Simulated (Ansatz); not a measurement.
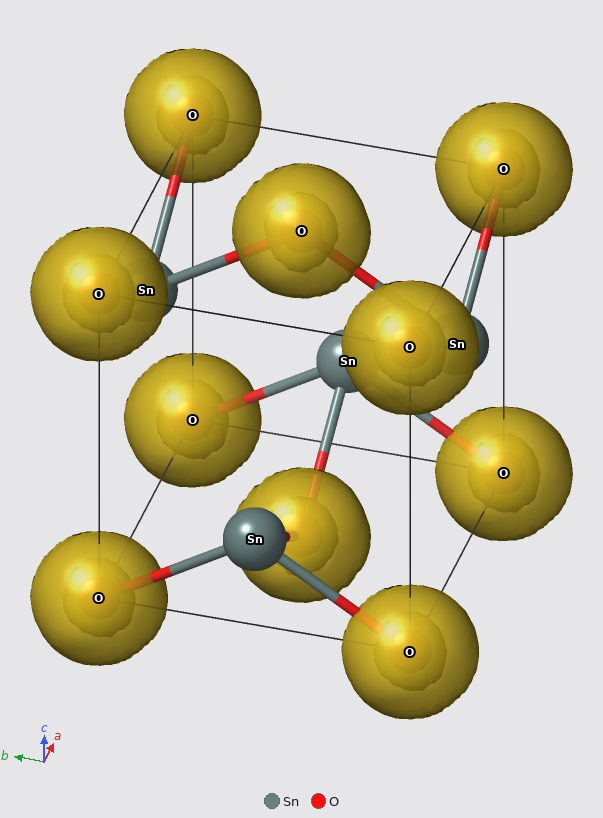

Figure 1: SnO. Isosurface of the ELF at 0.75 (yellow), seen at an oblique angle. Core shells and regions of very low density are left out. Sticks mark near contacts.

Space group P4/nmm; a structure from a database of computed crystals, not necessarily the ambient phase.

Method: Ansatz, Kohn-Sham DFT of a periodic cell, RPBE with D3(BJ), Ansatz PAW.

Core electrons are frozen (PAW), and the valence fields are smoothed inside the atomic spheres.

Input file:

```
crystal:
  lattice:
    - [3.81369522, 0.0, 0.0]
    - [0.0, 3.81369522, 0.0]
    - [0.0, 0.0, 4.8869133]
  atoms:
    - { symbol: Sn, position: [0.5, 0.0, 0.76462614] }
    - { symbol: Sn, position: [0.0, 0.5, 0.23537386] }
    - { symbol: O, position: [0.0, 0.0, 0.0] }
    - { symbol: O, position: [0.5, 0.5, 0.0] }
hamiltonian:
  xc: rpbe
  pseudopotentials: { kind: paw }
  dispersion: d3bj
kpoints:
  mp_grid: { grid: [7, 7, 6] }
scf:
  occupations: { method: fermi_dirac, width: 0.05 }
output:
  forces: true
  stress: true
  write_density: true
  write_potential: true
  elf: true
  volumetric_format: npy
relax:
  f_tol: 0.01
  max_steps: 40
  cell: { stress_tol: 0.05 }
```

Command:

```sh
ansatz run input.yaml --threads 2 --pin off --max-ram 5632MiB --backend cpu --events-out ev --progress --plain --runs-dir out
```

Below, planes, directions and counts refer to the conventional cell (a = 3.67 Å, b = 3.67 Å, c = 4.19 Å, α = 90.00°, β = 90.00°, γ = 90.00°).

The fields are those of the run's last geometry, not of the input's.

**Where are the electrons localised?**

The surface consists of two regions wrapped around O (the valence shell of each), counted in one cell of 4 atoms. Regions shared between cells count once. Profiles from the grid: Sn–O (2.18 Å): the ELF peaks at about 0.85 in the valence shell of O, 0.6 Å from its nucleus, and is about 0.20 at the midpoint: no localised pair shows between them.

**Does the calculation make it a metal, or give it a gap?**

It is metallic or semimetallic at this level of theory: no gap opens.
